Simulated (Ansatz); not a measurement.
System: Ti.

Input file:

```
crystal:
  lattice:
    - [4.492713601, 0.0, 0.0]
    - [-2.2463568005, 3.9299076693, 0.0]
    - [0.0, 0.0, 2.7987936488]
  atoms:
    - { symbol: Ti, position: [0.0, 0.0, 0.0] }
    - { symbol: Ti, position: [0.3333333333, 0.6666666667, 0.5] }
    - { symbol: Ti, position: [0.6666666667, 0.3333333333, 0.5] }
basis:
  ecutwfc: 420
kpoints:
  mp_grid: { grid: [12, 12, 18] }
hamiltonian:
  xc: pbesol
scf:
  occupations: { method: gaussian, width: 0.15 }
output:
  forces: true
  stress: true
  eigenvalues: true
  write_density: true
  write_potential: true
  elf: true
  volumetric_format: npy
```

Run with:

```sh
ansatz run input.yaml --threads 1 --pin off --max-ram 2560MiB --backend cpu --events-out ev --progress --plain --runs-dir out
```

Below, planes, directions and counts refer to the conventional cell (a = 4.49 Å, b = 7.86 Å, c = 2.80 Å, α = 90.00°, β = 90.00°, γ = 90.00°).

Space group Cmmm; a structure from a database of computed crystals, not necessarily the ambient phase; changed on purpose from its base cell (strain -0.0050 x Voigt [1, -1, 0, 0, 0, 0], atoms carried along); computed without spin polarisation.

Computed with DFT PBEsol, scalar-relativistic, plane waves, PAW (Ansatz 0.2.0).

**What can the converged valence pseudo-density and electron localisation function tell about the bonding?**

Ti–Ti (2.60 Å): ρ is about 0.23 e/Å³ halfway; the ELF is about 0.10 at the midpoint; no shared electron pair shows on this line.

**Metal or insulator at this level of theory?**

It is metallic or semimetallic at this level of theory: no gap opens.

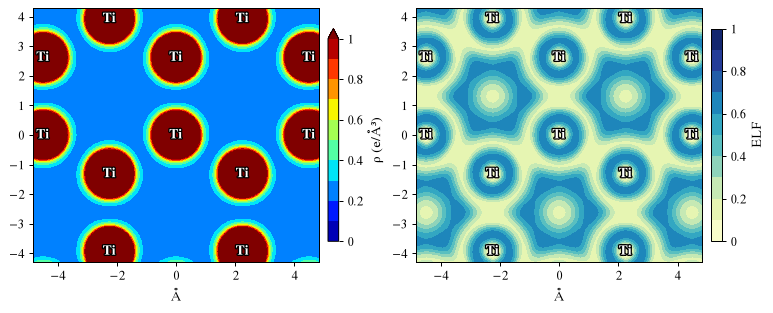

Computed valence pseudo-density and electron localisation function on the (001) plane of the conventional cell, in this order. 

The density is the valence pseudo-density of a PAW calculation; it isn't the true density close to the nuclei.
